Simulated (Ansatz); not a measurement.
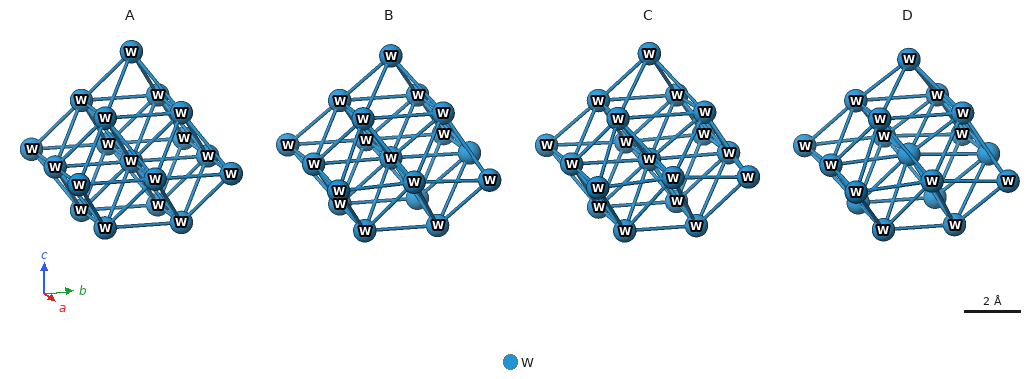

4 geometries from one relaxation of a defect cell of composition W (started half-way along a vacancy jump, in the symmetry of that start), in shuffled order. The picture is a ball-and-stick view of the atoms within 4.2 Å of the atom that moves most (axes of the conventional cell (2 times the calculation's cell)), seen slightly off an axis. Lengths and directions refer to the drawn axes.

The calculation used DFT PBE, scalar-relativistic, plane waves, PAW (Ansatz 0.2.0). Settings: plane-wave cutoff 420 eV; k-point mesh 4 × 4 × 4; occupations gaussian; smearing width 0.1 eV; no spin polarisation; atoms relaxed in a fixed cell; force threshold 0.02 eV/Å; at most 60 steps.

> Order the frames from highest to lowest energy.

A, C, B, D. They are steps 0, 1, 2, 6, at +1.913 eV per cell of the calculation, +1.107 eV per cell of the calculation, +0.187 eV per cell of the calculation relative to the last. Over 4 accepted moves (6 points after the start) the energy falls by 1.913 eV per cell of the calculation. Largest force component: 1.1 eV/Å at the start, 0.02 eV/Å at the end. The line search rejected the trial steps at points 3, 5 of the run. The largest moves, 0.28 Å, are those of W atoms. The cell doesn't change. Some distances before and after: W–W 2.855 → 3.164 Å, W–W 2.855 → 3.106 Å, W–W 2.855 → 3.051 Å, W–W 2.855 → 2.662 Å. Cost: 2.6 min on 4 threads of Intel(R) Xeon(R) Processor @ 2.30GHz (shared host), peak memory 2 GiB.
